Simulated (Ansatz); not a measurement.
## Single-point calculation, with input and output: Rh

Rh (C2/m, 2 atoms in the cell), computed with DFT PBEsol, scalar-relativistic, plane waves, PAW, no spin polarisation (Ansatz 0.2.0).

The structure derives from a Materials Project entry. It belongs to a series of runs on one base structure; here: atom 1 (Rh) moved by (-0.150, -0.300) A along y and z. Figures and captions count atoms from 1; the log counts them from 0 in places.

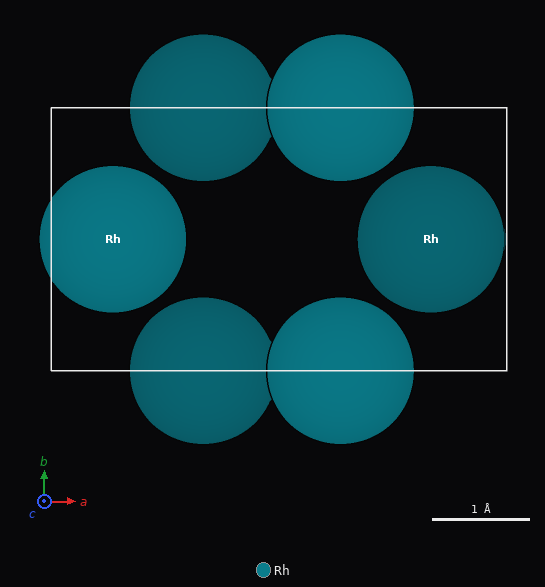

Fig. 1: The input geometry (spheres-only view of the cell 2 times as large as that of the calculation, set on its symmetry axes, along the c axis). An atom can appear more than once, as a periodic image.

## Input
```yaml
crystal:
  lattice:
    - [2.7309790422, 0.0, 0.0]
    - [-1.3654895211, 2.3650972278, 0.0]
    - [0.0, 0.0, 4.428489]
  atoms:
    - { symbol: Rh, position: [0.6349554968, 0.2699109936, 0.6822568036] }
    - { symbol: Rh, position: [0.3333333333, 0.6666666667, 0.25] }
basis:
  ecutwfc: 420
kpoints:
  mp_grid: { grid: [18, 18, 12] }
hamiltonian:
  xc: pbesol
scf:
  occupations: { method: gaussian, width: 0.15 }
output:
  forces: true
  stress: true
  eigenvalues: true
  write_density: true
  write_potential: true
  elf: true
  volumetric_format: npy
```

Hardware: 1 thread of Intel Xeon @ 2.70GHz, 189 GiB of memory available, shared host.

Launched with:
```bash
ansatz run input.yaml --threads 1 --pin off --max-ram 2560MiB --backend cpu --events-out ev --progress --plain --runs-dir out
```

## The program's output
```
Engine: ansatz 0.2.0, x86_64-unknown-linux-gnu
Pseudopotentials: kind: paw
Pseudopotential: Rh, paw, valence charge 17, recommended cutoff 420 eV (normal), Rh.paw.azcp
Functional definition: PBEsol
  exchange = pbesol_x
  correlation = pbesol_c
Crystal: 2 atoms, lattice volume = 28.604 Å³
Basis set: ecut = 420 eV, 573 PW (Γ), exchange–correlation on 40×40×60 points (8 copies of the dense FFT grid, shifted against one another)
Bands: 21, of which v1, the nominal top of the filled ones, is band 17 counted from 1 (16 counted from 0)
Symmetry: 4 space group operations
Space group: C2/m (ITA 12), of the structure as read, at distance tolerance 3.1e-5 Å
k-points: 1037 of 3888
Non-local potential: Rh, projectors of the file, l = 0: 3, l = 1: 2, l = 2: 2, l = 3: 1
PAW form: soft (Blöchl's): semilocal exchange-correlation on the pseudo side does not see the compensation charge
PAW frozen core: Rh, regenerated for the run's functional, and the local potential with it (the file was generated under x = pbe(κ = 0.804, μ = 0.2195149727645171), c = pbe(β = 0.06672455060314922))
PAW one-centre angular grid: Rh, 590 points (default); XC on 64 Gauss nodes
Initial density: superposition of atomic densities (neutral atoms: chi_scale 0, normalization atom), corrected by the library's trained network
Initial wavefunctions: pseudopotential atomic-orbital guess
Functional: x = pbesol(κ = 0.804, μ = 0.12345679012345678), c = pbesol(β = 0.046)
SCF iter   1: F=—  HF=-12676.900939 eV  |F-HF|=—  |Δ(HF+E_count)|=         —  Δρ=1.29e-2  dr2=3.26e-2  ethr=1.77e-3  ⟨swp⟩=4.8  Hψ=83715  notcnv=0
preconditioner: auto → none  [metal: Δε(μ)=0.001 eV  Ē_g=7.326 eV  σ=0.150 eV  W_gap=0.00  n_scr=8 (ndim 8)  ℏωp=29.5 eV  f_vac=0.000  D(μ)=3.17/eV (n_scr^D=36)  sad-step TF]
SCF iter   2: F=—  HF=-12676.896891 eV  |F-HF|=—  |Δ(HF+E_count)|=   4.05e-3  Δρ=6.85e-3  dr2=9.47e-3  ethr=9.58e-5  ⟨swp⟩=1.3  Hψ=32934  notcnv=0
SCF iter   3: F=—  HF=-12676.894468 eV  |F-HF|=—  |Δ(HF+E_count)|=   2.42e-3  Δρ=5.55e-4  dr2=1.12e-4  ethr=2.79e-5  ⟨swp⟩=2.0  Hψ=30651  notcnv=0
SCF iter   4: F=—  HF=-12676.894513 eV  |F-HF|=—  |Δ(HF+E_count)|=   4.49e-5  Δρ=5.27e-4  dr2=2.07e-4  ethr=3.28e-7  ⟨swp⟩=2.9  Hψ=45641  notcnv=0
SCF iter   5: F=—  HF=-12676.894461 eV  |F-HF|=—  |Δ(HF+E_count)|=   5.21e-5  Δρ=7.72e-5  dr2=1.09e-6  ethr=3.28e-7  ⟨swp⟩=2.0  Hψ=31065  notcnv=0
SCF iter   6: F=—  HF=-12676.894472 eV  |F-HF|=—  |Δ(HF+E_count)|=   1.12e-5  Δρ=1.80e-5  dr2=4.03e-8  ethr=2.94e-10  ⟨swp⟩=9.6  Hψ=159293  notcnv=0
SCF iter   7: F=-12676.894472 eV  HF=-12676.894472 eV  |F-HF|=2.71e-10  |Δ(HF+E_count)|=   5.58e-9  Δρ=3.23e-6  dr2=8.66e-10  ethr=1.19e-10  ⟨swp⟩=5.7  Hψ=129927  notcnv=0
SCF 1 converged in 7 iterations: F = -12676.894472 eV  dr2 = 8.66e-10
  greatest PAW one-centre occupation: 1.000 electrons in one spin orbital (limit 2), on the Rh atom at site 1 (counted from 0), in its partial waves of l = 0
```

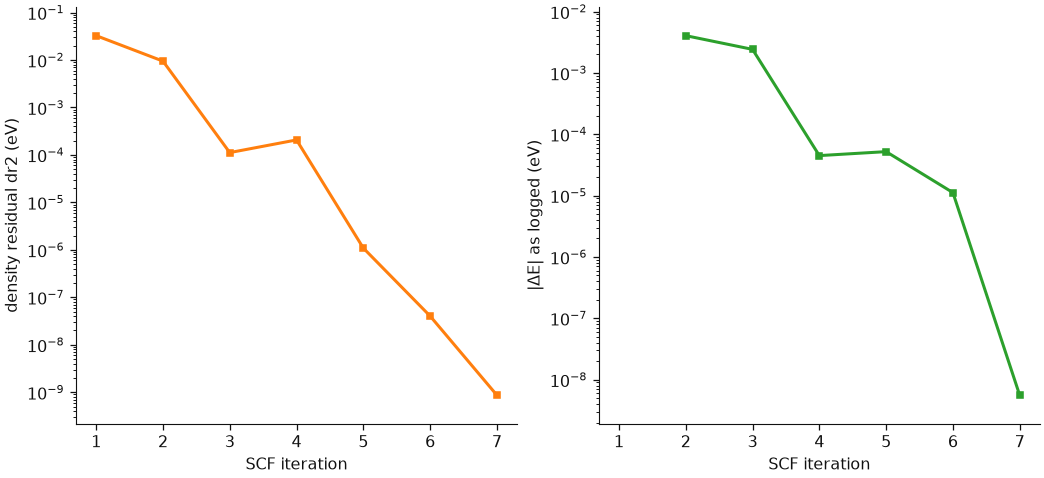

Fig. 2: Convergence of the self-consistent field: density residual dr2 and size of the energy change against the SCF iteration. The residual falls almost steadily, with no more than small rises.

```
SCF converged after 7 iterations
Free energy (F): -12676.894472 eV
Harris-Foulkes:  -12676.894472 eV  (|F-HF|=2.71e-10)
Internal energy: -12676.858079 eV  (E = F + TS)
E sigma→0 (E₀):  -12676.876276 eV
Entropy (-TS):   -0.036393 eV (-18.197 meV/atom)
Fermi energy:    21.319058 eV
--- Per-component energies (eV) ---
  E_band       = -209.890390
  E_kinetic    = 1146.725978
  E_local      = -3375.053401  (includes V_loc(G=0)·N_el)
  E_nonlocal   = 713.868211
  E_hartree    = 1201.943745
  E_xc         = -440.817883
  E_vxc        = -555.385230  (∫ρ·V_xc dr)
  E_paw        = -7048.107344  (= ΣΔE_a)
  E_vpaw       = -543.935005  (= ΣTr[D̂ρ^β])
  E_aug_tail   = 0.001674  (compensation charges beyond the density's cutoff)
  E_ewald      = -4875.971459
  E_core_change = 0.552399  (= ΣΔE_core)
  E_smearing   = -0.036393  (= −TS)
  E_closure    = -0.000000  (closes the sum)
  Σ components = -12676.894472   (vs F -12676.894472, Δ=0.00e0)
--- Forces (eV/Å), atoms counted from 1 ---
  atom   1  Rh     0.00000000     0.85047824     3.00099192
  atom   2  Rh     0.00000000    -0.85047824    -3.00099192
  max |Σ_I F_I| component: 4.44e-16 eV/Å
--- Stress (GPa, compression-positive) ---
       -6.786367       0.000000       0.000000
        0.000000       0.603420       7.613978
        0.000000       7.613987       5.269052
  P = ⅓ Tr σ = -0.3046 GPa (-3.046 kbar)
--- Band table (eV; the first three rows and the last of 1037) ---
  k-point 0: bands = ["-57.6215", "-57.4448", "-25.9673", "-25.2775", "-25.1791", "-25.0869", "-25.0802", "-25.0571", "13.4017", "14.9990", "17.8726", "18.0684", "18.1047", "18.2339", "18.6165", "19.5721", "20.0723", "21.2026", "21.8890", "22.3072", "28.5702"]
  k-point 1: bands = ["-57.6206", "-57.4458", "-25.9598", "-25.2764", "-25.1785", "-25.0944", "-25.0807", "-25.0588", "13.4675", "15.0133", "17.8439", "18.0740", "18.0769", "18.2253", "18.6011", "19.5944", "20.1135", "21.2182", "21.8639", "22.0241", "28.9359"]
  k-point 2: bands = ["-57.6181", "-57.4484", "-25.9385", "-25.2733", "-25.1771", "-25.1165", "-25.0822", "-25.0628", "13.6601", "15.0523", "17.7857", "18.0077", "18.0788", "18.1872", "18.5441", "19.6684", "20.2275", "21.2560", "21.3188", "21.8197", "29.8551"]
  k-point 1036: bands = ["-57.5144", "-57.4281", "-25.8059", "-25.6308", "-25.5784", "-25.2959", "-25.2685", "-25.1498", "15.7004", "16.3311", "16.4931", "17.1430", "18.0964", "18.5919", "19.0933", "20.5575", "21.5110", "21.9362", "23.8948", "29.1320", "30.8130"]
```

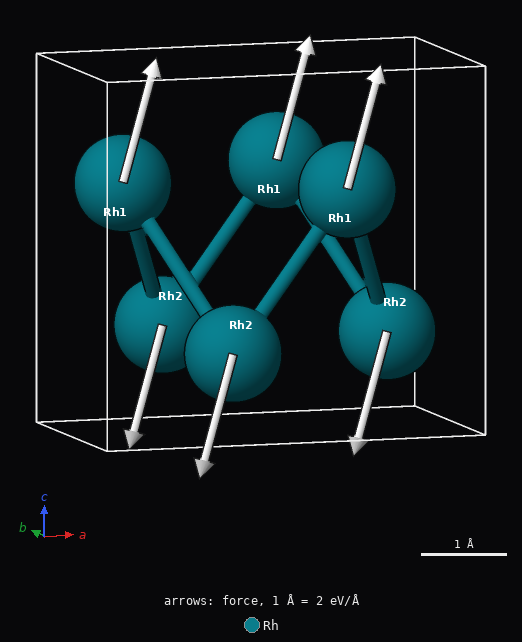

Fig. 3: Forces on the atoms as white arrows (ball-and-stick view of the cell 2 times as large as that of the calculation, set on its symmetry axes, seen slightly off an axis; atoms are numbered from 1 in the order of the input). The largest act on Rh1, Rh2 (3.12 eV/Å). The geometry is not a stationary point of this energy.

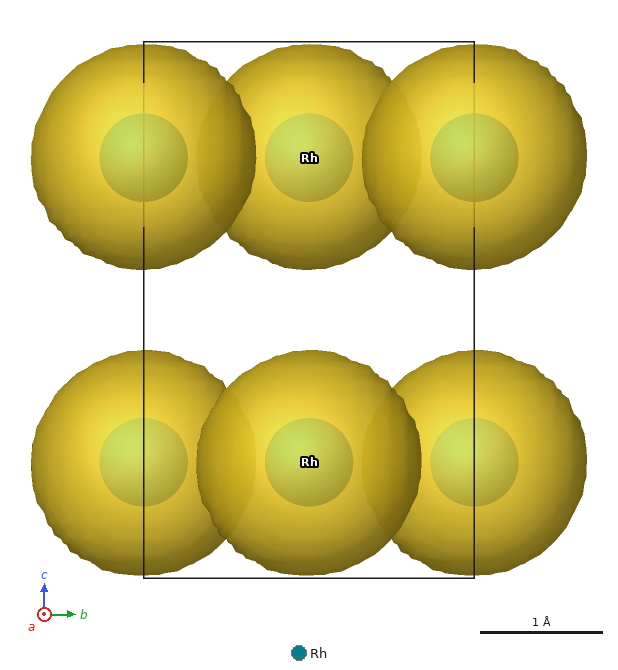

Fig. 4: Isosurface of the valence electron density at 1 e/Å³ (yellow), seen along the a axis. Sticks mark near contacts. The outline is the cell set on symmetry axes. At this value the density breaks into separate islands; it holds about 75 % of the electrons treated as valence (semicore included). It is pinched off along the Rh–Rh (2.39 Å) and Rh–Rh (2.53 Å) contacts. On the grid the lowest density along these lines, outside the cores, is 0.66 e/Å³ (Rh–Rh, 2.39 Å) and 0.5 e/Å³ (Rh–Rh, 2.53 Å). Core electrons are frozen (PAW), so the fields are smoothed inside the atomic spheres.

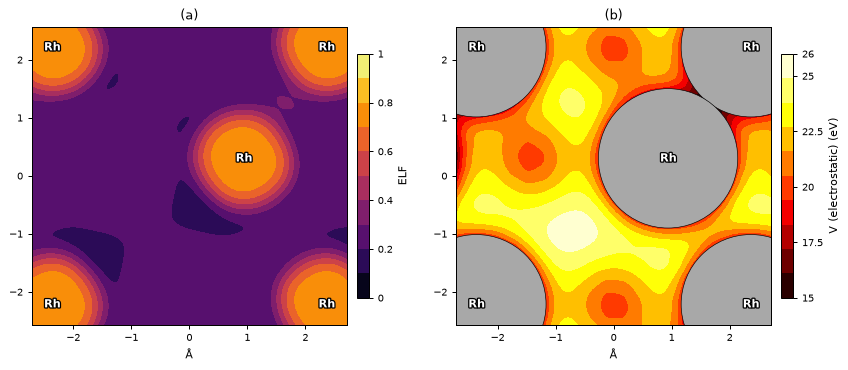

Fig. 5: (a) electron localisation function; (b) electrostatic potential (local pseudopotential plus Hartree) felt by an electron on the (010) plane of the conventional cell. Grey discs, where drawn, cover atomic cores. Rh–Rh (2.39 Å): the ELF is about 0.30 at the midpoint (no shared electron pair). The strong features right at Rh lie inside the PAW spheres (semicore, d or f shells) and say nothing about bonding. Outside the cores the potential energy rises away from the atoms and is highest about 2.0 Å from the nearest atoms; outside the discs it spans about 10 eV, and its zero is arbitrary.

## Results in brief

| quantity | value |
| --- | --- |
| outcome | converged |
| space group (tolerance 0.01 Å) | C2/m (12) |
| electrons treated | 34 |
| free energy | −12676.8945 eV |
| Fermi energy | 21.319 eV |
| gap on the k-point mesh | none (metallic) |
| pressure | −0.30 GPa |
| largest force (length of the vector) | 3.119 eV/Å |
| wall time | 40 s |
| peak memory | 0.72 GiB |
